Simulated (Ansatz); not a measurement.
Run report: GaH$_{3}$N, geometry relaxation (part 3 of 3)

GaH$_{3}$N (20 atoms in the cell); DFT PBEsol, scalar-relativistic, plane waves, PAW, no spin polarisation (Ansatz 0.2.0); cutoff 420 eV, 1×1×7 k-mesh, Gaussian smearing of 0.05 eV. The structure derives from a Materials Project entry. It belongs to a series of runs on one base structure; here: wire along [0 0 1], 8 atoms a period, capped with H.

Geometry of the input (Å; fractional positions):
```
13.9000  0.0000  0.0000
0.0000  15.6000  0.0000
0.0000  0.0000  4.4982
Ga 0.6099  0.5000  0.0000
N  0.3672  0.5721  0.2500
N  0.3672  0.4279  0.7500
Ga 0.4481  0.5000  0.5000
N  0.5290  0.5721  0.7500
Ga 0.4481  0.3558  0.0000
Ga 0.4481  0.6442  0.0000
N  0.5290  0.4279  0.2500
H  0.6751  0.5581  0.2015
H  0.6751  0.4419  0.7985
H  0.3249  0.5343  0.1191
H  0.3249  0.6098  0.3809
H  0.3249  0.4657  0.8809
H  0.3249  0.3902  0.6191
H  0.5714  0.6098  0.6191
H  0.3829  0.2977  0.2015
H  0.5133  0.2977  0.7985
H  0.3829  0.7023  0.7985
H  0.5133  0.7023  0.2015
H  0.5714  0.3902  0.3809
```

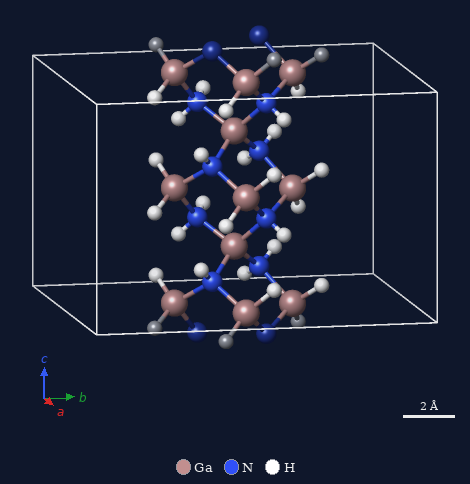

Figure 1. The geometry at step 7 of the log (ball-and-stick view of the 2 repeat of the cell, with the vacuum cut short, seen slightly off an axis; neighbours outside the cell are drawn fainter).

### File populations.tsv
```
# site	symbol	l	j	q
# orbitals = lowdin
# n_electrons = 84.000000
# spilling = 0.005401
0	Ga	0_4S	-	0.993199
0	Ga	1_4P	-	1.636774
0	Ga	2_3D	-	9.976507
1	N	0_2S	-	1.353031
1	N	1_2P	-	4.342037
2	N	0_2S	-	1.353031
2	N	1_2P	-	4.342037
3	Ga	0_4S	-	0.850990
3	Ga	1_4P	-	1.346489
3	Ga	2_3D	-	9.978574
4	N	0_2S	-	1.377395
4	N	1_2P	-	4.355997
5	Ga	0_4S	-	0.995123
5	Ga	1_4P	-	1.604515
5	Ga	2_3D	-	9.976896
6	Ga	0_4S	-	0.995123
6	Ga	1_4P	-	1.604515
6	Ga	2_3D	-	9.976896
7	N	0_2S	-	1.377395
7	N	1_2P	-	4.355997
8	H	0_1S	-	1.101514
9	H	0_1S	-	1.101514
10	H	0_1S	-	0.694658
11	H	0_1S	-	0.682932
12	H	0_1S	-	0.694658
13	H	0_1S	-	0.682932
14	H	0_1S	-	0.680858
15	H	0_1S	-	1.136941
16	H	0_1S	-	1.079984
17	H	0_1S	-	1.136941
18	H	0_1S	-	1.079984
19	H	0_1S	-	0.680858
```

### Trajectory as extended XYZ (Å, eV, eV/Å), 13 frames, from step=1 to step=13
```
20
Lattice="13.9000 0.0000 0.0000 0.0000 15.6000 0.0000 0.0000 0.0000 4.4982" Properties=species:S:1:pos:R:3:forces:R:3 step=1 energy=-16677.69216 pressure_GPa=0.46
Ga    8.4781    7.8000    0.0000    1.8264   0.0000   0.0000
N     5.1044    8.9246    1.1246    0.2239  -0.8309   0.1124
N     5.1044    6.6754    3.3737    0.2239   0.8309  -0.1124
Ga    6.2290    7.8000    2.2491    1.7093   0.0000   0.0000
N     7.3535    8.9246    3.3737   -1.6973  -1.0894   0.3705
Ga    6.2290    5.5509    0.0000    0.8554  -1.9136   0.5675
Ga    6.2290   10.0491    0.0000    0.8554   1.9136  -0.5675
N     7.3535    6.6754    1.1246   -1.6973   1.0894  -0.3705
H     9.3845    8.7064    0.9064   -0.2084   0.2360   0.1776
H     9.3845    6.8936    3.5918   -0.2084  -0.2360  -0.1776
H     4.5155    8.3357    0.5357   -0.4629   0.3022   0.3054
H     4.5155    9.5135    1.7135   -0.1970   0.2619   0.0696
H     4.5155    7.2643    3.9626   -0.4629  -0.3022  -0.3054
H     4.5155    6.0865    2.7848   -0.1970  -0.2619  -0.0696
H     7.9424    9.5135    2.7848    0.1721   0.1589  -0.2581
H     5.3225    4.6444    0.9064   -0.4254   0.2475   0.2001
H     7.1354    4.6444    3.5918   -0.0283   0.2866  -0.2077
H     5.3225   10.9556    3.5918   -0.4254  -0.2475  -0.2001
H     7.1354   10.9556    0.9064   -0.0283  -0.2866   0.2077
H     7.9424    6.0865    1.7135    0.1721  -0.1589   0.2581
20
Lattice="13.9000 0.0000 0.0000 0.0000 15.6000 0.0000 0.0000 0.0000 4.5249" Properties=species:S:1:pos:R:3:forces:R:3 step=2 energy=-16678.51375 pressure_GPa=-0.01
Ga    8.5790    7.8000    0.0000    0.5355   0.0000   0.0000
N     5.1664    8.9937    1.1774   -0.3156  -0.5054   0.1241
N     5.1664    6.6063    3.3475   -0.3156   0.5054  -0.1241
Ga    6.2836    7.8000    2.2624    0.5524   0.0000   0.0000
N     7.3047    8.8874    3.4791   -0.5355  -0.2191  -0.1952
Ga    6.2466    5.4258    0.0019    0.2445  -0.5708   0.3721
Ga    6.2466   10.1742   -0.0019    0.2445   0.5708  -0.3721
N     7.3047    6.7126    1.0458   -0.5355   0.2191   0.1952
H     9.3494    8.7864    0.9705   -0.1159  -0.1113  -0.0766
H     9.3494    6.8136    3.5544   -0.1159   0.1113   0.0766
H     4.4605    8.4684    0.6418    0.0427   0.2680   0.2373
H     4.6524    9.6225    1.8100    0.0008   0.0345   0.0212
H     4.4605    7.1316    3.8831    0.0427  -0.2680  -0.2373
H     4.6524    5.9775    2.7148    0.0008  -0.0345  -0.0212
H     7.8893    9.4623    2.8591    0.1131   0.1084  -0.1112
H     5.1898    4.7033    0.9593    0.1197   0.1751  -0.1359
H     7.1656    4.6431    3.5203   -0.0978   0.0542   0.1288
H     5.1898   10.8967    3.5656    0.1197  -0.1751   0.1359
H     7.1656   10.9569    1.0046   -0.0978  -0.0542  -0.1288
H     7.8893    6.1377    1.6658    0.1131  -0.1084   0.1112
20
Lattice="13.9000 0.0000 0.0000 0.0000 15.6000 0.0000 0.0000 0.0000 4.5340" Properties=species:S:1:pos:R:3:forces:R:3 step=3 energy=-16678.62291 pressure_GPa=-0.08
Ga    8.5846    7.8000    0.0000    0.1271   0.0000   0.0000
N     5.1741    9.0289    1.2240   -0.2842  -0.1301   0.0374
N     5.1741    6.5711    3.3100   -0.2842   0.1301  -0.0374
Ga    6.2989    7.8000    2.2670   -0.0154   0.0000   0.0000
N     7.2941    8.8862    3.4739   -0.0874   0.0103  -0.0558
Ga    6.2504    5.4001    0.0337    0.0287  -0.0796   0.1075
Ga    6.2504   10.1999   -0.0337    0.0287   0.0796  -0.1075
N     7.2941    6.7138    1.0601   -0.0874  -0.0103   0.0558
H     9.3308    8.7765    0.9806   -0.0323  -0.0272  -0.0204
H     9.3308    6.8235    3.5534   -0.0323   0.0272   0.0204
H     4.3847    8.5621    0.7528    0.1902   0.1797   0.1374
H     4.7496    9.6956    1.8948    0.1195  -0.0920  -0.0839
H     4.3847    7.0379    3.7812    0.1902  -0.1797  -0.1374
H     4.7496    5.9044    2.6392    0.1195   0.0920   0.0839
H     7.8857    9.4563    2.8462    0.0229  -0.0114   0.0497
H     5.1752    4.7346    0.9863    0.0115   0.0553  -0.0441
H     7.1697    4.5969    3.5941   -0.0251  -0.0057   0.0535
H     5.1752   10.8654    3.5477    0.0115  -0.0553   0.0441
H     7.1697   11.0031    0.9399   -0.0251   0.0057  -0.0535
H     7.8857    6.1437    1.6877    0.0229   0.0114  -0.0497
20
Lattice="13.9000 0.0000 0.0000 0.0000 15.6000 0.0000 0.0000 0.0000 4.5418" Properties=species:S:1:pos:R:3:forces:R:3 step=4 energy=-16678.64794 pressure_GPa=0.04
Ga    8.5822    7.8000    0.0000   -0.0221   0.0000   0.0000
N     5.1844    9.0506    1.2478    0.1386  -0.0105   0.0168
N     5.1844    6.5494    3.2939    0.1386   0.0105  -0.0168
Ga    6.2992    7.8000    2.2709   -0.0944   0.0000   0.0000
N     7.2887    8.8840    3.4765   -0.0286   0.0041   0.0472
Ga    6.2415    5.3954    0.0578    0.0112   0.0422  -0.0305
Ga    6.2415   10.2046   -0.0578    0.0112  -0.0422   0.0305
N     7.2887    6.7160    1.0652   -0.0286  -0.0041  -0.0472
H     9.3187    8.7732    0.9830    0.0076   0.0103   0.0104
H     9.3187    6.8268    3.5587    0.0076  -0.0103  -0.0104
H     4.3572    8.6312    0.8215   -0.0976  -0.0441  -0.0793
H     4.8300    9.7350    1.9341    0.0071   0.0554   0.0723
H     4.3572    6.9688    3.7203   -0.0976   0.0441   0.0793
H     4.8300    5.8650    2.6077    0.0071  -0.0554  -0.0723
H     7.8916    9.4495    2.8594    0.0566   0.0343  -0.0225
H     5.1420    4.7670    0.9972   -0.0346   0.0125   0.0135
H     7.1614    4.5605    3.6596   -0.0022  -0.0306   0.0215
H     5.1420   10.8330    3.5446   -0.0346  -0.0125  -0.0135
H     7.1614   11.0395    0.8822   -0.0022   0.0306  -0.0215
H     7.8916    6.1505    1.6824    0.0566  -0.0343   0.0225
20
Lattice="13.9000 0.0000 0.0000 0.0000 15.6000 0.0000 0.0000 0.0000 4.5757" Properties=species:S:1:pos:R:3:forces:R:3 step=5 energy=-16678.65379 pressure_GPa=0.00
Ga    8.5884    7.8000    0.0000   -0.0481   0.0000   0.0000
N     5.2027    9.0415    1.2682    0.1103   0.0496  -0.0414
N     5.2027    6.5585    3.3075    0.1103  -0.0496   0.0414
Ga    6.3293    7.8000    2.2878   -0.0881   0.0000   0.0000
N     7.2944    8.8911    3.5148    0.0243  -0.0584  -0.0976
Ga    6.2176    5.4048    0.0639    0.0189   0.0472  -0.0054
Ga    6.2176   10.1952   -0.0639    0.0189  -0.0472   0.0054
N     7.2944    6.7089    1.0609    0.0243   0.0584   0.0976
H     9.3267    8.7738    0.9804    0.0037   0.0086   0.0267
H     9.3267    6.8262    3.5953    0.0037  -0.0086  -0.0267
H     4.3721    8.6229    0.8429   -0.0375  -0.0167   0.0020
H     4.8582    9.7287    1.9593   -0.0204   0.0071   0.0442
H     4.3721    6.9771    3.7328   -0.0375   0.0167  -0.0020
H     4.8582    5.8713    2.6164   -0.0204  -0.0071  -0.0442
H     7.9010    9.4706    2.9121    0.0222  -0.0096   0.0181
H     5.0956    4.8372    1.0163   -0.0538  -0.0021   0.0097
H     7.1290    4.5063    3.7560    0.0002  -0.0299  -0.0167
H     5.0956   10.7628    3.5594   -0.0538   0.0021  -0.0097
H     7.1290   11.0937    0.8197    0.0002   0.0299   0.0167
H     7.9010    6.1294    1.6636    0.0222   0.0096  -0.0181
20
Lattice="13.9000 0.0000 0.0000 0.0000 15.6000 0.0000 0.0000 0.0000 4.5995" Properties=species:S:1:pos:R:3:forces:R:3 step=6 energy=-16678.65738 pressure_GPa=-0.06
Ga    8.5893    7.8000    0.0000   -0.0650   0.0000   0.0000
N     5.2262    9.0527    1.2852   -0.0473   0.0618  -0.0250
N     5.2262    6.5473    3.3143   -0.0473  -0.0618   0.0250
Ga    6.3417    7.8000    2.2997   -0.1194   0.0000   0.0000
N     7.3023    8.8897    3.5276    0.0473   0.0319  -0.0207
Ga    6.2086    5.4091    0.0857   -0.0330   0.0310  -0.0507
Ga    6.2086   10.1909   -0.0857   -0.0330  -0.0310   0.0507
N     7.3023    6.7103    1.0718    0.0473  -0.0319   0.0207
H     9.3205    8.7688    0.9920    0.0132   0.0080   0.0021
H     9.3205    6.8312    3.6075    0.0132  -0.0080  -0.0021
H     4.3746    8.6482    0.8778    0.1032   0.0476   0.0772
H     4.9090    9.7474    1.9901   -0.0010  -0.0972  -0.0735
H     4.3746    6.9518    3.7217    0.1032  -0.0476  -0.0772
H     4.9090    5.8526    2.6094   -0.0010   0.0972   0.0735
H     7.9197    9.4694    2.9357   -0.0020  -0.0255   0.0192
H     5.0324    4.9049    1.0205    0.0281  -0.0020  -0.0031
H     7.0973    4.4505    3.8359   -0.0169   0.0124   0.0312
H     5.0324   10.6951    3.5790    0.0281   0.0020   0.0031
H     7.0973   11.1495    0.7635   -0.0169  -0.0124  -0.0312
H     7.9197    6.1306    1.6637   -0.0020   0.0255  -0.0192
20
Lattice="13.9000 0.0000 0.0000 0.0000 15.6000 0.0000 0.0000 0.0000 4.6107" Properties=species:S:1:pos:R:3:forces:R:3 step=7 energy=-16678.65846 pressure_GPa=-0.00
Ga    8.5847    7.8000    0.0000    0.0106   0.0000   0.0000
N     5.2337    9.0496    1.2825    0.1299  -0.0225  -0.0231
N     5.2337    6.5504    3.3282    0.1299   0.0225   0.0231
Ga    6.3418    7.8000    2.3053    0.0211   0.0000   0.0000
N     7.3057    8.8897    3.5346    0.0006   0.0160  -0.0277
Ga    6.2031    5.4157    0.0892    0.0123  -0.0327   0.0131
Ga    6.2031   10.1843   -0.0892    0.0123   0.0327  -0.0131
N     7.3057    6.7103    1.0761    0.0006  -0.0160   0.0277
H     9.3206    8.7709    0.9900   -0.0011  -0.0041  -0.0116
H     9.3206    6.8291    3.6207   -0.0011   0.0041   0.0116
H     4.3953    8.6359    0.8709   -0.0931  -0.0359  -0.0153
H     4.9036    9.7351    1.9828   -0.0447   0.0419   0.0516
H     4.3953    6.9641    3.7398   -0.0931   0.0359   0.0153
H     4.9036    5.8649    2.6279   -0.0447  -0.0419  -0.0516
H     7.9268    9.4699    2.9471   -0.0155  -0.0284   0.0201
H     5.0208    4.9317    1.0282    0.0176  -0.0005  -0.0057
H     7.0834    4.4301    3.8727   -0.0219   0.0308   0.0234
H     5.0208   10.6683    3.5825    0.0176   0.0005   0.0057
H     7.0834   11.1699    0.7380   -0.0219  -0.0308  -0.0234
H     7.9268    6.1301    1.6636   -0.0155   0.0284  -0.0201
20
Lattice="13.9000 0.0000 0.0000 0.0000 15.6000 0.0000 0.0000 0.0000 4.6181" Properties=species:S:1:pos:R:3:forces:R:3 step=8 energy=-16678.65895 pressure_GPa=-0.00
Ga    8.5845    7.8000    0.0000   -0.0152   0.0000   0.0000
N     5.2360    9.0443    1.2798   -0.0256   0.0200   0.0065
N     5.2360    6.5557    3.3383   -0.0256  -0.0200  -0.0065
Ga    6.3434    7.8000    2.3091    0.0155   0.0000   0.0000
N     7.3054    8.8871    3.5387    0.0029   0.0001  -0.0036
Ga    6.2003    5.4183    0.0951    0.0189   0.0106   0.0171
Ga    6.2003   10.1817   -0.0951    0.0189  -0.0106  -0.0171
N     7.3054    6.7129    1.0794    0.0029  -0.0001   0.0036
H     9.3209    8.7757    0.9835    0.0024  -0.0001  -0.0002
H     9.3209    6.8243    3.6346    0.0024   0.0001   0.0002
H     4.3916    8.6278    0.8769    0.0033  -0.0109  -0.0021
H     4.9021    9.7300    1.9815    0.0049   0.0063  -0.0008
H     4.3916    6.9722    3.7412    0.0033   0.0109   0.0021
H     4.9021    5.8700    2.6366    0.0049  -0.0063   0.0008
H     7.9300    9.4626    2.9521    0.0008   0.0133   0.0021
H     5.0244    4.9325    1.0376   -0.0070   0.0006  -0.0004
H     7.0815    4.4375    3.8879   -0.0006  -0.0032  -0.0052
H     5.0244   10.6675    3.5805   -0.0070  -0.0006   0.0004
H     7.0815   11.1625    0.7303   -0.0006   0.0032   0.0052
H     7.9300    6.1374    1.6660    0.0008  -0.0133  -0.0021
20
Lattice="13.9000 0.0000 0.0000 0.0000 15.6000 0.0000 0.0000 0.0000 4.6207" Properties=species:S:1:pos:R:3:forces:R:3 step=9 energy=-16678.65885 pressure_GPa=-0.01
Ga    8.5843    7.8000    0.0000    0.0053   0.0000   0.0000
N     5.2360    9.0459    1.2828    0.0087  -0.0100  -0.0038
N     5.2360    6.5541    3.3379    0.0087   0.0100   0.0038
Ga    6.3463    7.8000    2.3104   -0.0134   0.0000   0.0000
N     7.3071    8.8881    3.5401    0.0016  -0.0003   0.0067
Ga    6.2010    5.4198    0.0961   -0.0114  -0.0004  -0.0071
Ga    6.2010   10.1802   -0.0961   -0.0114   0.0004   0.0071
N     7.3071    6.7119    1.0807    0.0016   0.0003  -0.0067
H     9.3219    8.7757    0.9830   -0.0009  -0.0007  -0.0011
H     9.3219    6.8243    3.6377   -0.0009   0.0007   0.0011
H     4.3932    8.6259    0.8804   -0.0032  -0.0047  -0.0006
H     4.9017    9.7315    1.9842    0.0045   0.0046  -0.0010
H     4.3932    6.9741    3.7404   -0.0032   0.0047   0.0006
H     4.9017    5.8685    2.6365    0.0045  -0.0046   0.0010
H     7.9303    9.4688    2.9569    0.0014  -0.0079  -0.0008
H     5.0210    4.9368    1.0358    0.0017  -0.0001   0.0001
H     7.0787    4.4365    3.8898    0.0017  -0.0002   0.0022
H     5.0210   10.6632    3.5849    0.0017   0.0001  -0.0001
H     7.0787   11.1635    0.7309    0.0017   0.0002  -0.0022
H     7.9303    6.1312    1.6639    0.0014   0.0079   0.0008
20
Lattice="13.9000 0.0000 0.0000 0.0000 15.6000 0.0000 0.0000 0.0000 4.6207" Properties=species:S:1:pos:R:3:forces:R:3 step=10 energy=-16678.67343 pressure_GPa=0.00
Ga    8.5843    7.8000    0.0000    0.0060   0.0000   0.0000
N     5.2360    9.0459    1.2828    0.0071  -0.0096  -0.0029
N     5.2360    6.5541    3.3379    0.0071   0.0096   0.0029
Ga    6.3463    7.8000    2.3104   -0.0135   0.0000   0.0000
N     7.3071    8.8881    3.5401    0.0027   0.0005   0.0055
Ga    6.2010    5.4198    0.0961   -0.0114  -0.0009  -0.0069
Ga    6.2010   10.1802   -0.0961   -0.0114   0.0009   0.0069
N     7.3071    6.7119    1.0807    0.0027  -0.0005  -0.0055
H     9.3219    8.7757    0.9830   -0.0010  -0.0008  -0.0013
H     9.3219    6.8243    3.6377   -0.0010   0.0008   0.0013
H     4.3932    8.6259    0.8804   -0.0023  -0.0043   0.0002
H     4.9017    9.7315    1.9842    0.0048   0.0035  -0.0026
H     4.3932    6.9741    3.7404   -0.0023   0.0043  -0.0002
H     4.9017    5.8685    2.6365    0.0048  -0.0035   0.0026
H     7.9303    9.4688    2.9569    0.0006  -0.0085   0.0004
H     5.0210    4.9368    1.0358    0.0018  -0.0004  -0.0003
H     7.0787    4.4365    3.8898    0.0015   0.0001   0.0024
H     5.0210   10.6632    3.5849    0.0018   0.0004   0.0003
H     7.0787   11.1635    0.7309    0.0015  -0.0001  -0.0024
H     7.9303    6.1312    1.6639    0.0006   0.0085  -0.0004
20
Lattice="13.9000 0.0000 0.0000 0.0000 15.6000 0.0000 0.0000 0.0000 4.6409" Properties=species:S:1:pos:R:3:forces:R:3 step=11 energy=-16678.67213 pressure_GPa=0.00
Ga    8.5813    7.8000    0.0000    0.0121   0.0000   0.0000
N     5.2405    9.0423    1.2883    0.0160   0.0010   0.0082
N     5.2405    6.5577    3.3526    0.0160  -0.0010  -0.0082
Ga    6.3511    7.8000    2.3204   -0.0051   0.0000   0.0000
N     7.3066    8.8859    3.5561   -0.0001   0.0011  -0.0004
Ga    6.1961    5.4256    0.0990    0.0117  -0.0055  -0.0120
Ga    6.1961   10.1744   -0.0990    0.0117   0.0055   0.0120
N     7.3066    6.7141    1.0848   -0.0001  -0.0011   0.0004
H     9.3194    8.7787    0.9793   -0.0005   0.0008   0.0018
H     9.3194    6.8213    3.6615   -0.0005  -0.0008  -0.0018
H     4.3970    8.6179    0.8922   -0.0076   0.0020   0.0002
H     4.9086    9.7307    1.9882   -0.0072  -0.0012  -0.0057
H     4.3970    6.9821    3.7487   -0.0076  -0.0020  -0.0002
H     4.9086    5.8693    2.6527   -0.0072   0.0012   0.0057
H     7.9330    9.4680    2.9781   -0.0015   0.0010  -0.0017
H     5.0134    4.9474    1.0364   -0.0070   0.0035   0.0077
H     7.0754    4.4359    3.9208   -0.0072   0.0081   0.0046
H     5.0134   10.6526    3.6045   -0.0070  -0.0035  -0.0077
H     7.0754   11.1641    0.7201   -0.0072  -0.0081  -0.0046
H     7.9330    6.1320    1.6628   -0.0015  -0.0010   0.0017
20
Lattice="13.9000 0.0000 0.0000 0.0000 15.6000 0.0000 0.0000 0.0000 4.6543" Properties=species:S:1:pos:R:3:forces:R:3 step=12 energy=-16678.67103 pressure_GPa=-0.00
Ga    8.5836    7.8000    0.0000    0.0030   0.0000   0.0000
N     5.2448    9.0394    1.2926    0.0065  -0.0008  -0.0017
N     5.2448    6.5606    3.3616    0.0065   0.0008   0.0017
Ga    6.3564    7.8000    2.3271   -0.0014   0.0000   0.0000
N     7.3091    8.8839    3.5667    0.0033  -0.0002   0.0014
Ga    6.1918    5.4321    0.1030    0.0032  -0.0002  -0.0038
Ga    6.1918   10.1679   -0.1030    0.0032   0.0002   0.0038
N     7.3091    6.7161    1.0875    0.0033   0.0002  -0.0014
H     9.3206    8.7808    0.9783    0.0005  -0.0005  -0.0011
H     9.3206    6.8192    3.6759    0.0005   0.0005   0.0011
H     4.4008    8.6114    0.9008   -0.0016   0.0013  -0.0012
H     4.9120    9.7290    1.9909   -0.0030  -0.0014  -0.0012
H     4.4008    6.9886    3.7534   -0.0016  -0.0013   0.0012
H     4.9120    5.8710    2.6634   -0.0030   0.0014   0.0012
H     7.9365    9.4684    2.9925   -0.0018   0.0043  -0.0027
H     5.0042    4.9710    1.0444   -0.0014  -0.0034  -0.0055
H     7.0664    4.4329    3.9455   -0.0065   0.0016   0.0045
H     5.0042   10.6290    3.6098   -0.0014   0.0034   0.0055
H     7.0664   11.1671    0.7087   -0.0065  -0.0016  -0.0045
H     7.9365    6.1316    1.6618   -0.0018  -0.0043   0.0027
20
Lattice="13.9000 0.0000 0.0000 0.0000 15.6000 0.0000 0.0000 0.0000 4.6543" Properties=species:S:1:pos:R:3:forces:R:3 step=13 energy=-16678.67459 pressure_GPa=-0.00
Ga    8.5836    7.8000    0.0000    0.0031   0.0000   0.0000
N     5.2448    9.0394    1.2926    0.0061  -0.0007  -0.0015
N     5.2448    6.5606    3.3616    0.0061   0.0007   0.0015
Ga    6.3564    7.8000    2.3271   -0.0013   0.0000   0.0000
N     7.3091    8.8839    3.5667    0.0036   0.0000   0.0011
Ga    6.1918    5.4321    0.1030    0.0032  -0.0003  -0.0038
Ga    6.1918   10.1679   -0.1030    0.0032   0.0003   0.0038
N     7.3091    6.7161    1.0875    0.0036   0.0000  -0.0011
H     9.3206    8.7808    0.9783    0.0005  -0.0006  -0.0012
H     9.3206    6.8192    3.6759    0.0005   0.0006   0.0012
H     4.4008    8.6114    0.9008   -0.0014   0.0014  -0.0010
H     4.9120    9.7290    1.9909   -0.0029  -0.0017  -0.0016
H     4.4008    6.9886    3.7534   -0.0014  -0.0014   0.0010
H     4.9120    5.8710    2.6634   -0.0029   0.0017   0.0016
H     7.9365    9.4684    2.9925   -0.0020   0.0040  -0.0024
H     5.0042    4.9710    1.0444   -0.0014  -0.0035  -0.0056
H     7.0664    4.4329    3.9455   -0.0066   0.0017   0.0045
H     5.0042   10.6290    3.6098   -0.0014   0.0035   0.0056
H     7.0664   11.1671    0.7087   -0.0066  -0.0017  -0.0045
H     7.9365    6.1316    1.6618   -0.0020  -0.0040   0.0024
```

### Key numbers

- outcome: converged
- electrons treated: 84
- free energy: −16678.6746 eV
- Fermi energy: −2.559 eV
- gap on the k-point mesh: 4.33 eV
- final volume: 1009.23 Å³
- largest force (length of the vector) at the end: 0.008 eV/Å
- hardware: 4 threads of Intel Xeon (Sapphire Rapids), 16 GiB of memory available, shared host
- wall time: 94 s (CPU time 5.4 min)
- peak memory: 1.6 GiB

### Notes

The program warns: the exchange-correlation potential is rough where the density is thin.
